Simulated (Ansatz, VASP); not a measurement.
## AlN in two plane-wave programs

One calculation is typed for both programs; each brings its own data sets and cutoff. How far apart do they land? The cell is taken from a series of runs on this material, whose earlier steps may have relaxed or scaled it; both programs get it as it stands.

Program: Ansatz 0.2.0. Level of theory: plane waves, with VASP 6.6.1 beside it; single point at LDA. Results are calculated unless marked as measured.

**1. The starting structure**

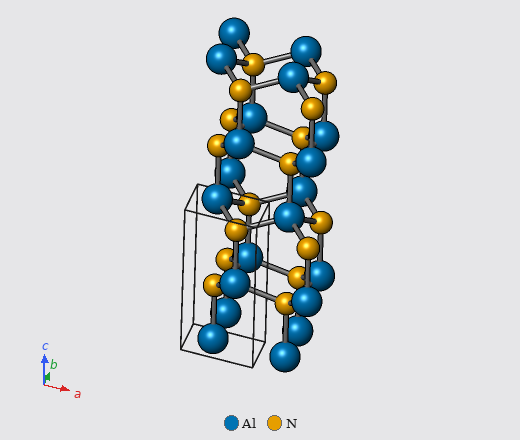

The cell as given, slightly off an axis (aluminium blue, nitrogen orange). 2×2×2 cells are drawn. Some periodic images of atoms are drawn too.

Coordinates:

```cif
data_structure
_symmetry_space_group_name_H-M 'P 1'
_symmetry_Int_Tables_number 1
_cell_length_a 3.1130
_cell_length_b 3.1130
_cell_length_c 4.9810
_cell_angle_alpha 90.000
_cell_angle_beta 90.000
_cell_angle_gamma 120.000
_cell_volume 41.80
loop_
_atom_site_label
_atom_site_type_symbol
_atom_site_fract_x
_atom_site_fract_y
_atom_site_fract_z
_atom_site_occupancy
Al1 Al 0.66667 0.33333 0.50000 1
Al2 Al 0.33333 0.66667 0.00000 1
N3 N 0.66667 0.33333 0.88000 1
N4 N 0.33333 0.66667 0.38000 1
```

**2. VASP: single point, LDA**

A single point gives forces, pressure and levels at one fixed geometry, so differences don't come from the geometry; what else differs is listed under the comparison.

Lines of VASP's logs that name or quote its potential files are left out, and so is its time.

Input file INCAR:

```
SYSTEM = AlN
PREC = Accurate
ENCUT = 1210
EDIFF = 1E-06
NELM = 100
ISMEAR = 0
SIGMA = 0.01
LREAL = .FALSE.
ALGO = Normal
GGA = CA
NBANDS = 14
LORBIT = 11
LWAVE = .FALSE.
LCHARG = .FALSE.
KPAR = 2
ISIF = 2
```

Input file POSCAR:

```
AlN
1.0
    3.1130000000      0.0000000000      0.0000000000
   -1.5565000000      2.6959370820      0.0000000000
    0.0000000000      0.0000000000      4.9810000000
Al N
2 2
Direct
    0.6666666667      0.3333333333      0.5000000000
    0.3333333333      0.6666666667      0.0000000000
    0.6666666667      0.3333333333      0.8800000000
    0.3333333333      0.6666666667      0.3800000000
```

Input file KPOINTS:

```
Automatic mesh
0
Gamma
9 9 6
0 0 0
```

Potentials, in the order of the species: Al and N_h (LDA family, release 64).

On the command line:

```console
mpirun -np 2 vasp_std
```

Numbers of over 12 decimals in the logs are rounded to 6 here.

Log:

```text
[banner, memory and clock lines left out]
running    2 mpi-ranks, on    1 nodes
 distrk:  each k-point on    1 cores,    2 groups
 distr:  one band on    1 cores,    1 groups

 POSCAR found type information on POSCAR AlN
 POSCAR found :  2 types and       4 ions
 LDA part: xc-table for (Slater(with rela. corr.)+CA(PZ))
 , standard interpolation
 POSCAR, INCAR and KPOINTS ok, starting setup
 FFT: planning ... GRIDC
 FFT: planning ... GRID_SOFT
 FFT: planning ... GRID
 WAVECAR not read
 entering main loop
       N       E                     dE             d eps       ncg     rms          rms(c)
DAV:   1     0.928886404635E+02    0.92889E+02   -0.12016E+04  1344   0.200E+03
DAV:   2    -0.257493649972E+02   -0.11864E+03   -0.10544E+03  1938   0.260E+02
DAV:   3    -0.376288676277E+02   -0.11880E+02   -0.11765E+02  1830   0.828E+01
DAV:   4    -0.378095119473E+02   -0.18064E+00   -0.18056E+00  1554   0.112E+01
DAV:   5    -0.378119624514E+02   -0.24505E-02   -0.24497E-02  1812   0.132E+00    0.122E+01
DAV:   6    -0.329219994101E+02    0.48900E+01   -0.13714E+01  1704   0.266E+01    0.428E+00
DAV:   7    -0.328943539977E+02    0.27645E-01   -0.86644E-01  1434   0.648E+00    0.210E+00
DAV:   8    -0.328447392531E+02    0.49615E-01   -0.45507E-02  1752   0.217E+00    0.684E-01
DAV:   9    -0.328368107821E+02    0.79285E-02   -0.67680E-03  1704   0.820E-01    0.130E-01
DAV:  10    -0.328369667681E+02   -0.15599E-03   -0.11480E-03  1746   0.251E-01    0.733E-02
DAV:  11    -0.328368953843E+02    0.71384E-04   -0.28269E-04  1692   0.132E-01    0.569E-03
DAV:  12    -0.328368965281E+02   -0.11438E-05   -0.10581E-05  1632   0.289E-02    0.391E-03
DAV:  13    -0.328368964417E+02    0.86385E-07   -0.22343E-07  1236   0.428E-03
   1 F= -.32836896E+02 E0= -.32836896E+02  d E =-.772936E-55
```

From OUTCAR (step 2):

```text
ion  position               nearest neighbor table
   1  0.667  0.333  0.500-   3 1.89   4 1.89   4 1.89   4 1.89   2 3.07   2 3.07   2 3.07   2 3.07
                             2 3.07   2 3.07
   2  0.333  0.667  0.000-   4 1.89   3 1.89   3 1.89   3 1.89   1 3.07   1 3.07   1 3.07   1 3.07
                             1 3.07   1 3.07
   3  0.667  0.333  0.880-   1 1.89   2 1.89   2 1.89   2 1.89
   4  0.333  0.667  0.380-   2 1.89   1 1.89   1 1.89   1 1.89

  LATTYP: Found a hexagonal cell.
 ALAT       =     3.1130000000
 C/A-ratio  =     1.6000642467

 Subroutine GETGRP returns: Found 12 space group operations
 (whereof  6 operations were pure point group operations)

The static configuration has the point symmetry C_3v.
 The point group associated with its full space group is C_6v.

 Found     48 irreducible k-points:

   k-points           NKPTS =     48   k-points in BZ     NKDIM =     48   number of bands    NBANDS=     14

   dimension x,y,z NGX =    36 NGY =   36 NGZ =   60
   dimension x,y,z NGXF=    72 NGYF=   72 NGZF=  120

   ENCUT  = 1210.0 eV  88.93 Ry    9.43 a.u.   8.83  8.83 14.13*2*pi/ulx,y,z

   NELECT =      16.0000    total number of electrons

 k-points in reciprocal lattice and weights: Automatic mesh
   0.00000000  0.00000000  0.00000000       0.002
   0.11111111  0.00000000  0.00000000       0.012
   0.22222222 -0.00000000  0.00000000       0.012
   0.33333333  0.00000000  0.00000000       0.012
   0.44444444 -0.00000000  0.00000000       0.012
   0.11111111  0.11111111  0.00000000       0.012
   0.22222222  0.11111111  0.00000000       0.025
   0.33333333  0.11111111  0.00000000       0.025
   0.44444444  0.11111111  0.00000000       0.012
[...]
0.33333333  0.22222222  0.50000000       0.025
   0.33333333  0.33333333  0.50000000       0.004

 average (electrostatic) potential at core
       1 -69.6238       2 -69.6238       3 -94.3191       4 -94.3191

 E-fermi :   6.3012

 k-point     1 :       0.0000    0.0000    0.0000
  band No.  band energies     occupation
    ...
      4       5.3584      2.00000
      5       5.3584      2.00000
      6       6.0151      2.00000
      7       6.0151      2.00000
      8       6.1937      2.00000
      9      10.4413      0.00000
     10      12.7459      0.00000
     11      16.6703      0.00000
     12      17.1587      0.00000
     13      17.1587      0.00000
    ...

 k-point     2 :       0.1111    0.0000    0.0000
  band No.  band energies     occupation
    ...
      4       4.6465      2.00000
      5       5.1577      2.00000
      6       5.3407      2.00000
      7       5.9876      2.00000
      8       6.1232      2.00000
      9      11.1134      0.00000
     10      13.3485      0.00000
     11      16.0165      0.00000
     12      16.2570      0.00000
     13      17.6025      0.00000
    ...

 k-point     3 :       0.2222   -0.0000    0.0000
  band No.  band energies     occupation
    ...
      4       3.1346      2.00000
      5       4.0824      2.00000
      6       4.7462      2.00000
      7       5.8563      2.00000
      8       5.8592      2.00000
      9      12.1842      0.00000
     10      13.8470      0.00000
     11      14.4434      0.00000
     12      15.8960      0.00000
     13      17.8540      0.00000
    ...

  Total       -1.2427184     -1.2427184     -0.7973436      0.0000000      0.0000000      0.0000000
  in kB      -47.6297058    -47.6297058    -30.5598113      0.0000000      0.0000000      0.0000000
  external PRESSURE =     -41.9397410 kB  Pullay stress =       0.0000000 kB

  energy-cutoff  :     1210.00
  volume of cell :       41.80
      direct lattice vectors                 reciprocal lattice vectors
     3.113000000  0.000000000  0.000000000     0.321233537  0.185464269  0.000000000
    -1.556500000  2.695937082  0.000000000     0.000000000  0.370928538  0.000000000
     0.000000000  0.000000000  4.981000000     0.000000000  0.000000000  0.200762899

 POSITION                                       TOTAL-FORCE (eV/Angst)
 -----------------------------------------------------------------------------------
      1.55650      0.89865      2.49050        -0.000000      0.000000     -0.119167
     -0.00000      1.79729      0.00000        -0.000000      0.000000     -0.119167
      1.55650      0.89865      4.38328        -0.000000      0.000000      0.119167
     -0.00000      1.79729      1.89278         0.000000     -0.000000      0.119167
 -----------------------------------------------------------------------------------
    total drift:                               -0.000000      0.000000      0.000537

  FREE ENERGIE OF THE ION-ELECTRON SYSTEM (eV)
  ---------------------------------------------------
  free  energy   TOTEN  =       -32.8368964417 eV

  energy  without entropy=      -32.8368964417  energy(sigma->0) =      -32.83689644

 total charge
# of ion       s       p       d       tot
------------------------------------------
    1        0.375   0.450   0.000   0.825
    2        0.375   0.450   0.000   0.825
    3        0.692   1.567   0.000   2.260
    4        0.692   1.567   0.000   2.260
--------------------------------------------------
tot          2.134   4.035   0.000   6.169

[... 3 further parts left out ...]
```

The run ends at a pressure of -4.19 GPa, with forces up to 0.12 eV/Å.

**3. Ansatz: single point, LDA**

Ansatz runs on its default PAW (the set named soft_2) files.

The same cell, functional (in two slightly different forms), mesh and smearing now go to Ansatz, which takes its cutoff from its data sets.

Input file input.yaml:

```yaml
crystal:
  lattice:
    - [3.113, 0.0, 0.0]
    - [-1.5565, 2.695937082, 0.0]
    - [0.0, 0.0, 4.981]
  atoms:
    - { symbol: Al, position: [0.6666666667, 0.3333333333, 0.5] }
    - { symbol: Al, position: [0.3333333333, 0.6666666667, 0.0] }
    - { symbol: "N", position: [0.6666666667, 0.3333333333, 0.88] }
    - { symbol: "N", position: [0.3333333333, 0.6666666667, 0.38] }
hamiltonian:
  xc: lda
  pseudopotentials: { kind: paw }
kpoints:
  mp_grid: { grid: [9, 9, 6] }
scf:
  occupations: { method: gaussian, width: 0.01 }
  n_extra_bands: 5
output:
  forces: true
  stress: true
  eigenvalues: true
  write_density: true
  write_potential: true
  elf: true
  volumetric_format: npy
```

On the command line:

```console
ansatz run input.yaml --threads 2 --pin off --max-ram 4608MiB --backend cpu --events-out ev --progress --plain --runs-dir out
```

Log:

```text
scf.n_extra_bands = 5 over 8 filled bands (N_el = 16.0): the run solves 13 bands
Engine: ansatz 0.2.0, aarch64-unknown-linux-gnu
Pseudopotentials: kind: paw
Pseudopotential: Al, paw, valence charge 3, recommended cutoff 420 eV (normal), Al.paw.azcp
Pseudopotential: N, paw, valence charge 5, recommended cutoff 420 eV (normal), N.paw.azcp
Functional definition: SPW92
  exchange = slater_x
  correlation = pw_c
Crystal: 4 atoms, lattice volume = 41.803 Å³
Basis set: ecut = 420 eV, 809 PW (Γ)
Bands: 13, of which v1, the nominal top of the filled ones, is band 8 counted from 1 (7 counted from 0)
Symmetry: 12 space group operations
Space group: P63mc (ITA 186), of the structure as read, at distance tolerance 3.5e-5 Å
k-points: 48 of 486 (time reversal used)
Non-local potential: Al, projectors of the file, l = 0: 2, l = 1: 2, l = 2: 1
Non-local potential: N, projectors of the file, l = 0: 2, l = 1: 2, l = 2: 1
PAW form: soft (Blöchl's): semilocal exchange-correlation on the pseudo side does not see the compensation charge
PAW frozen core: Al, regenerated for the run's functional, and the local potential with it (the file was generated under x = pbe(κ = 0.804, μ = 0.219515), c = pbe(β = 0.066725))
PAW frozen core: N, regenerated for the run's functional, and the local potential with it (the file was generated under x = pbe(κ = 0.804, μ = 0.219515), c = pbe(β = 0.066725))
PAW one-centre angular grid: Al, 110 points (default); XC on 64 Gauss nodes
PAW one-centre angular grid: N, 110 points (default); XC on 64 Gauss nodes
Initial density: superposition of atomic densities (neutral atoms: chi_scale 0, normalization atom), corrected by the library's trained network
Initial wavefunctions: pseudopotential atomic-orbital guess
Functional: x = slater, c = lda
SCF iter   1: F=—  HF=-1779.711568 eV  |F-HF|=—  |Δ(HF+E_count)|=         —  Δρ=9.30e-3  dr2=4.17e-2  ethr=1.77e-3  ⟨swp⟩=6.1  Hψ=4208  notcnv=0
preconditioner: auto → none  [insulator: Δε(μ)=4.162 eV  Ē_g=13.546 eV  σ=0.010 eV  W_gap=1.00  n_scr=2 (ndim 8)  ℏωp=23.0 eV  f_vac=0.000  D(μ)=0.00/eV (n_scr^D=0)  ε∞_Penn≈3.9]
SCF iter   2: F=—  HF=-1779.699470 eV  |F-HF|=—  |Δ(HF+E_count)|=   1.21e-2  Δρ=2.60e-3  dr2=2.09e-3  ethr=2.61e-4  ⟨swp⟩=2.4  Hψ=1293  notcnv=0  defer=42
SCF iter   3: F=—  HF=-1779.698767 eV  |F-HF|=—  |Δ(HF+E_count)|=   7.03e-4  Δρ=7.55e-4  dr2=1.02e-4  ethr=1.31e-5  ⟨swp⟩=3.0  Hψ=1078  notcnv=0  defer=48
SCF iter   4: F=—  HF=-1779.698723 eV  |F-HF|=—  |Δ(HF+E_count)|=   4.46e-5  Δρ=2.82e-5  dr2=2.40e-7  ethr=6.37e-7  ⟨swp⟩=2.0  Hψ=910  notcnv=0  defer=48
SCF iter   5: F=—  HF=-1779.698723 eV  |F-HF|=—  |Δ(HF+E_count)|=   5.45e-7  Δρ=4.54e-6  dr2=4.84e-9  ethr=1.50e-9  ⟨swp⟩=2.0  Hψ=923  notcnv=0  defer=48
SCF iter   6: F=-1779.698723 eV  HF=-1779.698723 eV  |F-HF|=1.41e-11  |Δ(HF+E_count)|=  9.39e-10  Δρ=3.53e-7  dr2=3.16e-11  ethr=3.03e-11  ⟨swp⟩=7.6  Hψ=3938  notcnv=0
SCF 1 converged in 6 iterations: F = -1779.698723 eV  dr2 = 3.16e-11
  greatest PAW one-centre occupation: 0.780 electrons in one spin orbital (limit 2), on the N atom at site 3 (counted from 0), in its partial waves of l = 0
SCF converged after 6 iterations
Free energy (F): -1779.698723 eV
Harris-Foulkes:  -1779.698723 eV  (|F-HF|=1.41e-11)
Internal energy: -1779.698723 eV  (E = F + TS)
E sigma→0 (E₀):  -1779.698723 eV
Fermi energy:    8.941579 eV
--- Per-component energies (eV) ---
  E_band       = 26.248251
  E_kinetic    = 317.467825
  E_local      = -449.499588  (includes V_loc(G=0)·N_el)
  E_nonlocal   = 114.806161
  E_hartree    = 153.838048
  E_xc         = -201.052267
  E_vxc        = -215.005188  (∫ρ·V_xc dr)
  E_paw        = -1123.867334  (= ΣΔE_a)
  E_vpaw       = -49.197178  (= ΣTr[D̂ρ^β])
  E_aug_tail   = 0.000181  (compensation charges beyond the density's cutoff)
  E_ewald      = -591.663270
  E_core_change = 0.271521  (= ΣΔE_core)
  E_smearing   = -0.000000  (= −TS)
  E_closure    = 0.000000  (closes the sum)
  Σ components = -1779.698723   (vs F -1779.698723, Δ=0.00e0)
--- Forces (eV/Å), atoms counted from 1 ---
  atom   1  Al    -0.00000000     0.00000000    -0.11662331
  atom   2  Al     0.00000000    -0.00000000    -0.11662331
  atom   3  N      0.00000000    -0.00000000     0.11662057
  atom   4  N     -0.00000000     0.00000000     0.11662057
  max |Σ_I F_I| component: 5.48e-6 eV/Å
--- Stress (GPa, compression-positive) ---
       -5.204842       0.000000      -0.000000
        0.000000      -5.204842       0.000000
       -0.000000       0.000000      -3.538370
  P = ⅓ Tr σ = -4.6494 GPa (-46.494 kbar)
--- Band table (eV; the first three rows and the last of 48) ---
  k-point 0: bands = [... 4 lower, 5.9893, 6.6438, 6.6438, 6.8221, 11.0611, 13.3785, 17.2992, 17.7988, ... 1 higher]
  k-point 1: bands = [... 4 lower, 6.0311, 6.2289, 6.5972, 6.5972, 11.5394, 13.4509, 17.1247, 17.7683, ... 1 higher]
  k-point 2: bands = [... 4 lower, 6.1456, 6.1456, 6.4725, 6.4725, 12.4649, 13.5320, 16.8399, 17.8115, ... 1 higher]
  k-point 47: bands = [... 4 lower, 2.9623, 2.9623, 6.0368, 6.0368, 14.1282, 14.1282, 14.5694, 14.5694, ... 1 higher]
```

The column dr2 measures how far the density is from self-consistency, as an energy; F and HF (Harris–Foulkes) agree once it is small.

The run ends at a pressure of -4.65 GPa, with forces up to 0.12 eV/Å.

**4. Comparison**

Known differences besides the PAW data sets themselves: the two LDA forms differ slightly; the cutoff is 420 eV in Ansatz and 1210 eV in VASP; Ansatz makes its cores anew for this functional, VASP keeps those of its LDA data sets. Total energies have different zeros and are not compared.

The two programs side by side:

```csv
quantity,Ansatz,VASP,difference
pressure (GPa),-4.65,-4.19,-0.46
gap on the k mesh (eV),4.239,4.248,-0.009
```

Forces (eV/Å; atoms numbered as in POSCAR):

```csv
atom,"Ansatz x, y, z","VASP x, y, z"
Al1,"0.000, 0.000, -0.117","0.000, 0.000, -0.119"
Al2,"0.000, 0.000, -0.117","0.000, 0.000, -0.119"
N3,"0.000, 0.000, 0.117","0.000, 0.000, 0.119"
N4,"0.000, 0.000, 0.117","0.000, 0.000, 0.119"
```

The forces differ by 1.5 meV/Å r.m.s., which is 2.1 % of the r.m.s. force of 0.07 eV/Å (both taken over all components). Ansatz's pressure holds a Pulay correction of 0.66 GPa; VASP's holds none.

**5. Results**

```yaml
r_m_s_force_difference_single_point_lda: 1.5 meV/Å
```

**Reading.** The r.m.s. force difference is 1.5 meV/Å (single point, LDA), within the 12 meV/Å picked in this series as the mark of a large difference. Differences of this kind measure data sets and numerical settings, not the functional's error against experiment.

[Lines on the potential files, build, host, timing and source positions are cut from VASP's logs without a mark.]

[Logs are printed without paths, hosts, clocks, repeated set-up lines and the standing remarks that a program may print on its own settings, such as how far it seeks lower states.]

[Hosts, paths, dates, database ids (printed as entryN), source tags and the programs' standing remarks are cut or masked in the printed files.]
